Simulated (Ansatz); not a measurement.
A series of calculations on Li16HBr16

**1. Relaxation**

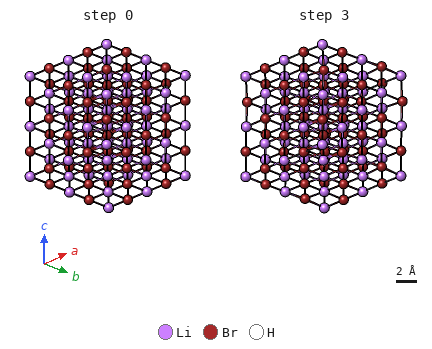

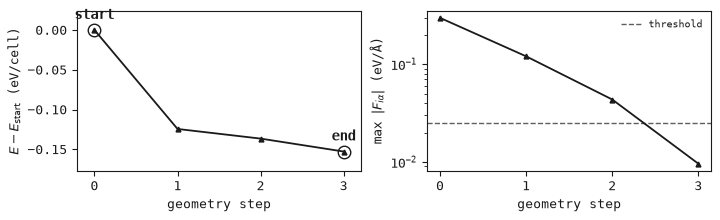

First and last geometry of a relaxation of a defect cell of composition Li$_{16}$HBr$_{16}$, with the history of the run. The picture is a ball-and-stick view of the conventional cell (2 times the calculation's cell), seen from a free direction. Lengths and directions refer to the drawn axes.

Case: H interstitial, charge +0, atoms relaxed at the host's cell.

Theory: Ansatz 0.2.0, DFT PBE, scalar-relativistic, plane waves, PAW.

Input file:
```yaml
crystal:
  lattice:
    - [5.5088933364, -5.5088933364, -5.5088933364]
    - [-5.5088933364, -5.5088933364, 5.5088933364]
    - [-5.5088933364, 5.5088933364, -5.5088933364]
  atoms:
    - { symbol: Li, position: [0.25, 0.25, 0.5] }
    - { symbol: Li, position: [0.25, 0.5, 0.25] }
    - { symbol: Li, position: [0.25, 0.75, 0.0] }
    - { symbol: Li, position: [0.0, 0.25, 0.75] }
    - { symbol: Li, position: [0.25, 0.0, 0.75] }
    - { symbol: Li, position: [0.0, 0.5, 0.5] }
    - { symbol: Li, position: [0.0, 0.75, 0.25] }
    - { symbol: Li, position: [0.75, 0.25, 0.0] }
    - { symbol: Li, position: [1.0, 1.0, 1.0], spin: 0.111 }
    - { symbol: Li, position: [0.75, 0.5, 0.75], spin: 0.111 }
    - { symbol: Li, position: [0.75, 0.75, 0.5], spin: 0.111 }
    - { symbol: Li, position: [0.5, 0.25, 0.25] }
    - { symbol: Li, position: [0.75, 0.0, 0.25] }
    - { symbol: Li, position: [0.5, 0.5, 0.0] }
    - { symbol: Li, position: [0.5, 0.75, 0.75], spin: 0.111 }
    - { symbol: Li, position: [0.5, 0.0, 0.5] }
    - { symbol: Br, position: [0.25, 0.5, 0.75] }
    - { symbol: Br, position: [0.25, 0.75, 0.5] }
    - { symbol: Br, position: [0.25, 0.0, 0.25] }
    - { symbol: Br, position: [0.0, 0.5, 0.0] }
    - { symbol: Br, position: [0.25, 0.25, 0.0] }
    - { symbol: Br, position: [0.0, 0.75, 0.75], spin: 0.111 }
    - { symbol: Br, position: [0.0, 0.0, 0.5] }
    - { symbol: Br, position: [0.75, 0.5, 0.25] }
    - { symbol: Br, position: [0.0, 0.25, 0.25] }
    - { symbol: Br, position: [0.75, 0.75, 0.0], spin: 0.111 }
    - { symbol: Br, position: [0.75, 0.0, 0.75], spin: 0.111 }
    - { symbol: Br, position: [0.5, 0.5, 0.5], spin: 0.111 }
    - { symbol: Br, position: [0.75, 0.25, 0.5] }
    - { symbol: Br, position: [0.5, 0.75, 0.25] }
    - { symbol: Br, position: [0.5, 0.0, 0.0] }
    - { symbol: Br, position: [0.5, 0.25, 0.75] }
    - { symbol: H, position: [0.75, 0.75, 0.75], spin: 0.111 }
  host:
    lattice:
      - [0.0, 2.7544466682, 2.7544466682]
      - [2.7544466682, 0.0, 2.7544466682]
      - [2.7544466682, 2.7544466682, 0.0]
    atoms:
      - { symbol: Li, position: [0.0, 0.0, 0.0] }
      - { symbol: Br, position: [0.5, 0.5, 0.5] }
basis:
  ecutwfc: 420
  xc_grid: 2
kpoints:
  mp_grid: { grid: [2, 2, 2], shift: [0.5, 0.5, 0.5] }
hamiltonian:
  xc: pbe
scf:
  occupations: { method: gaussian, width: 0.01 }
output:
  forces: true
  stress: false
  eigenvalues: true
  populations: true
  charged_corrections:
    defect_position: [0.75, 0.75, 0.75]
    epsilon: [[17.5523, 0.0, 0.0], [0.0, 17.5523, 0.0], [0.0, 0.0, 17.5523]]
magnetization:
  spin_polarized: true
relax:
  adjacent_minimum: "off"
  f_tol: 0.025
  max_steps: 45
```

Launched with:
```bash
ansatz run input.yaml --threads 4 --pin off --max-ram 6144MiB --backend cpu --events-out ev --progress --plain --runs-dir out
```

### Read the history and describe the run.

It converged. The largest moves, 0.15 Å, are those of Br22, Br26, Br27 and Br28. Br28 goes along [−1 −1 −1]. Largest moves by element: Br 0.15 Å, Li 0.04 Å. H stays in place. The cell stays as it was. Some distances before and after: Li10–Br22 2.754 → 2.818 Å, Li12–Br28 2.754 → 2.710 Å, Li12–Br31 2.754 → 2.730 Å, Li10–Br20 2.754 → 2.767 Å. Among the angles between lasting bonds that change: Li3–Br22–Li11 180.0° → 174.7°, Li9–Br22–Li10 90.0° → 85.4°, Br22–Li10–Br26 90.0° → 94.4°. Over 3 geometry steps the energy falls by 0.153 eV per cell of the calculation. The largest force component goes from 0.3 to 0.0096 eV/Å. The run took 74 s on 4 threads of Arm Neoverse V1, on a shared host, peak memory 1.7 GiB.

```json
{"step": "0", "E − E(0), meV/atom": "0.00", "largest force component, eV/Å": "0.2987"}
{"step": "1", "E − E(0), meV/atom": "-3.77", "largest force component, eV/Å": "0.1207"}
{"step": "2", "E − E(0), meV/atom": "-4.14", "largest force component, eV/Å": "0.0436"}
{"step": "3", "E − E(0), meV/atom": "-4.63", "largest force component, eV/Å": "0.0096"}
```

**2. Relaxation**

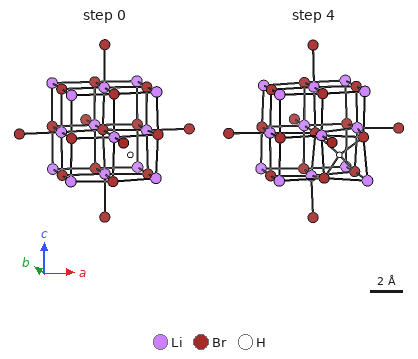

The structure of a defect cell of composition Li₁₆HBr₁₆ (cell charge +1) before (left) and after (right) a relaxation, at one scale.

The picture is a ball-and-stick view of the atoms within 5.8 Å of the atom that moves most (axes of the conventional cell (2 times the calculation's cell) (origin shifted)), seen slightly off an axis. Lengths and directions refer to the drawn axes.

Case: H interstitial, charge +1, atoms relaxed at the host's cell.

The calculation used Ansatz, DFT PBE, scalar-relativistic, plane waves, PAW.

The input:
```yaml
crystal:
  lattice:
    - [5.5088933364, -5.5088933364, -5.5088933364]
    - [-5.5088933364, -5.5088933364, 5.5088933364]
    - [-5.5088933364, 5.5088933364, -5.5088933364]
  atoms:
    - { symbol: Li, position: [0.2451890453, 0.2451890453, 0.49734418] }
    - { symbol: Li, position: [0.2451890453, 0.49734418, 0.2451890453] }
    - { symbol: Li, position: [0.2548109547, 0.75, 0.0021551347] }
    - { symbol: Li, position: [0.0021551347, 0.2548109547, 0.75] }
    - { symbol: Li, position: [0.2548109547, 0.0021551347, 0.75] }
    - { symbol: Li, position: [0.00265582, 0.4978448653, 0.4978448653] }
    - { symbol: Li, position: [0.0021551347, 0.75, 0.2548109547] }
    - { symbol: Li, position: [0.75, 0.2548109547, 0.0021551347] }
    - { symbol: Li, position: [0.9953576646, 0.9953576646, 0.9953576646] }
    - { symbol: Li, position: [0.75, 0.5046423354, 0.75] }
    - { symbol: Li, position: [0.75, 0.75, 0.5046423354] }
    - { symbol: Li, position: [0.49734418, 0.2451890453, 0.2451890453] }
    - { symbol: Li, position: [0.75, 0.0021551347, 0.2548109547] }
    - { symbol: Li, position: [0.4978448653, 0.4978448653, 0.00265582] }
    - { symbol: Li, position: [0.5046423354, 0.75, 0.75] }
    - { symbol: Li, position: [0.4978448653, 0.00265582, 0.4978448653] }
    - { symbol: Br, position: [0.2526856502, 0.4997516507, 0.75] }
    - { symbol: Br, position: [0.2526856502, 0.75, 0.4997516507] }
    - { symbol: Br, position: [0.2473143498, -0.0029339995, 0.2473143498] }
    - { symbol: Br, position: [0.0002483493, 0.5029339995, 0.0002483493] }
    - { symbol: Br, position: [0.2473143498, 0.2473143498, -0.0029339995] }
    - { symbol: Br, position: [0.0154540556, 0.75, 0.75] }
    - { symbol: Br, position: [0.0002483493, 0.0002483493, 0.5029339995] }
    - { symbol: Br, position: [0.75, 0.4997516507, 0.2526856502] }
    - { symbol: Br, position: [-0.0029339995, 0.2473143498, 0.2473143498] }
    - { symbol: Br, position: [0.75, 0.75, 0.0154540556] }
    - { symbol: Br, position: [0.75, 0.0154540556, 0.75] }
    - { symbol: Br, position: [0.4845459444, 0.4845459444, 0.4845459444] }
    - { symbol: Br, position: [0.75, 0.2526856502, 0.4997516507] }
    - { symbol: Br, position: [0.4997516507, 0.75, 0.2526856502] }
    - { symbol: Br, position: [0.5029339995, 0.0002483493, 0.0002483493] }
    - { symbol: Br, position: [0.4997516507, 0.2526856502, 0.75] }
    - { symbol: H, position: [0.75, 0.75, 0.75] }
  host:
    lattice:
      - [0.0, 2.7544466682, 2.7544466682]
      - [2.7544466682, 0.0, 2.7544466682]
      - [2.7544466682, 2.7544466682, 0.0]
    atoms:
      - { symbol: Li, position: [0.0, 0.0, 0.0] }
      - { symbol: Br, position: [0.5, 0.5, 0.5] }
total_charge: 1
basis:
  ecutwfc: 420
  xc_grid: 2
kpoints:
  mp_grid: { grid: [2, 2, 2], shift: [0.5, 0.5, 0.5] }
hamiltonian:
  xc: pbe
scf:
  occupations: { method: gaussian, width: 0.01 }
output:
  forces: true
  stress: false
  eigenvalues: true
  charged_corrections:
    defect_position: [0.75, 0.75, 0.75]
    epsilon: [[17.5523, 0.0, 0.0], [0.0, 17.5523, 0.0], [0.0, 0.0, 17.5523]]
relax:
  adjacent_minimum: "off"
  f_tol: 0.025
  max_steps: 45
```

Launched with:
```bash
ansatz run input.yaml --threads 4 --pin off --max-ram 6144MiB --backend cpu --events-out ev --progress --plain --runs-dir out
```

Q: Describe what moved and what it gained.

A: The largest moves, 0.33 Å, are those of Br22, Br26, Br27 and Br28. Br22 goes along [1 −1 −1]. Largest moves by element: Br 0.33 Å, Li 0.24 Å. H stays in place. The lattice vectors keep their values. Some distances before and after: Br22–H33 2.533 → 2.206 Å, Li12–Br28 2.710 → 2.930 Å, Li10–Br20 2.767 → 2.661 Å, Li12–Br31 2.730 → 2.668 Å. Among the angles between lasting bonds that change: Br22–Li11–Br27 94.4° → 80.7°, Li9–Br22–Li10 85.4° → 98.6°, Li3–Br22–Li5 92.9° → 87.0°. After 4 geometry steps the energy has fallen by 0.997 eV per cell of the calculation. The largest force component goes from 0.53 to 0.025 eV/Å. The run took 39 s on 4 threads of Arm Neoverse V1 (shared host), peak memory 1 GiB.

Limits of the set-up: the cell is charged, on a uniform background, and energies carry no finite-size correction.

**3. Defect**

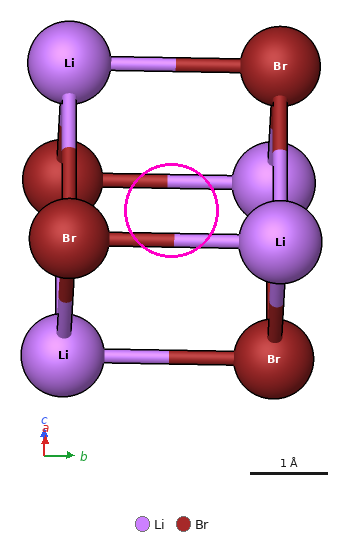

Perfect LiBr. Style: ball-and-stick. Shown: the atoms within 3.8 Å of one point, from a free direction.

Computed with Ansatz 0.2.0, DFT PBE, scalar-relativistic, plane waves, PAW. Set-up: plane-wave cutoff 420 eV; k-point mesh 2 × 2 × 2; occupations gaussian; smearing width 0.01 eV; mesh shifted by (0.5, 0.5, 0.5); no spin polarisation. The cell is small and the k-mesh coarse, so the numbers are rough. A uniform background neutralises the charged cell. The axes drawn are those of the host's conventional cell.

An extra hydrogen atom is put between the host's atoms (an interstitial) at the ringed place, in charge state +1. The supercell has 32 sites, and the atoms are relaxed at the host's cell.

How do the neighbours respond?

Answer. The H atom starts with 4 Br at 2.39 Å, 4 Li at 2.39 Å around its place and ends with 4 Br at 2.21 Å, 4 Li at 2.58 Å. Of the host's atoms, a lithium atom moves furthest from its site, by 0.20 Å.

The relaxed defect, seen from the same direction:

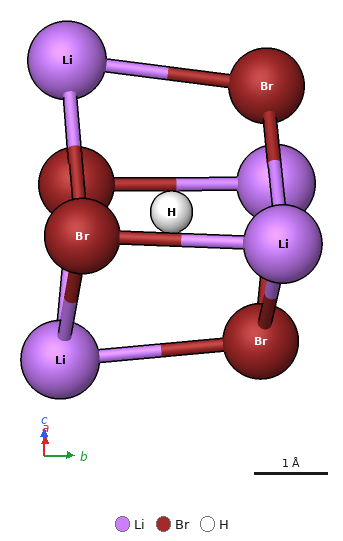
